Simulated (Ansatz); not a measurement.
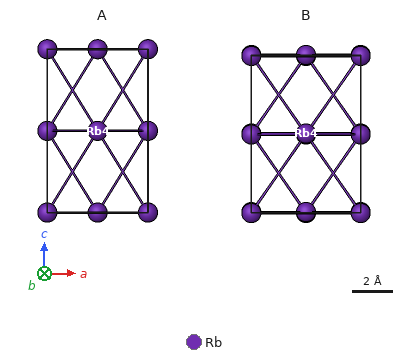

Two geometries of solid Rb (built on the black phosphorus_64 type), drawn at one scale. One is the start of a relaxation, the other its converged end. The picture is a ball-and-stick view of the conventional cell (2 times the calculation's cell), seen along the b axis. Lengths and directions refer to the drawn axes.

Computed with Ansatz, DFT PBE, scalar-relativistic, plane waves, PAW. (plane-wave cutoff 420 eV; k-point mesh 10 × 10 × 6; occupations gaussian; smearing width 0.1 eV; no spin polarisation; cell and atoms relaxed; force threshold 0.01 eV/Å; at most 80 steps)

### Which of the two is the end point?

Structure A is the relaxed one. Case: black phosphorus type (Cmce, No. 64). The largest moves relative to the cell, 0.080 Å, are those of Rb atoms. The drawn cell changes as follows: a 5.564 → 5.121 Å (−8.0 %), b 17.133 → 17.569 Å (+2.5 %), c 7.993 → 8.311 Å (+4.0 %); the volume changes by −1.9 %. Among the contacts that change: Rb–Rb 5.564 → 5.121 Å, Rb–Rb 4.803 → 4.889 Å, Rb–Rb 4.827 → 4.880 Å, Rb–Rb 4.652 → 4.620 Å. The space group (tolerance 0.01 Å) goes from Cmce (No. 64) to Fmmm (No. 69). The energy falls by 6.2 meV per atom in 5 accepted moves (6 points after the start). Largest force component: 0.026 eV/Å at the start, 0.00063 eV/Å at the end. The pressure goes from −0.02 to 0.00 GPa. At 1 point the geometry stayed and the basis and grid were re-selected for the new cell (energy shift of less than 0.05 meV per atom at most each time). The run took of the order of 4 core-minutes on a shared host.
